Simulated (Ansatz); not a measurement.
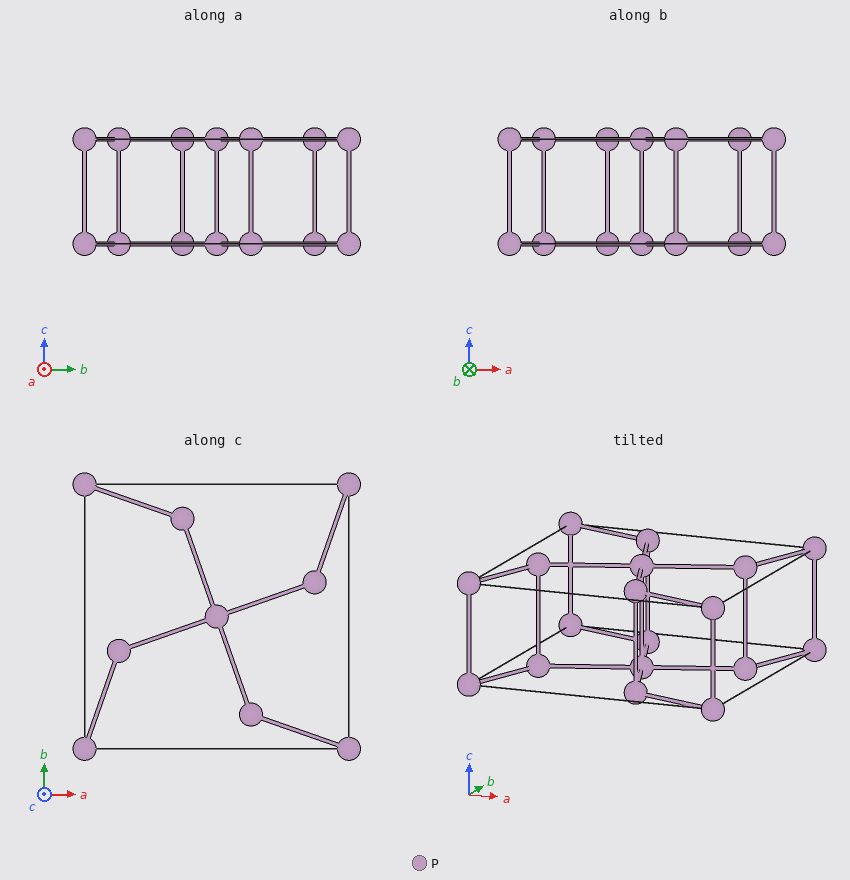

View along the a axis, along the b axis, along the c axis and slightly off an axis, drawn as a ball-and-stick model. One conventional unit cell is framed, with atoms on its boundary repeated.

Lattice parameters: a = 6.193 Å, b = 6.193 Å, c = 2.450 Å, α = 90.00°, β = 90.00°, γ = 90.00°.

Transcribe the picture into a table of Wyckoff sites, with free fractional coordinates to two decimals.

Answer. Space group P4/mbm (No. 127).
```
atom  site     x     y     z
   P    2a  0.50  0.50  0.00
   P    4g  0.87  0.63  0.00
```

The model was built from a structure type filled with this element by a generator (whether the element takes this form wasn't checked). The structure drawn was relaxed with Ansatz 0.2.0, DFT PBE, scalar-relativistic, plane waves, PAW.
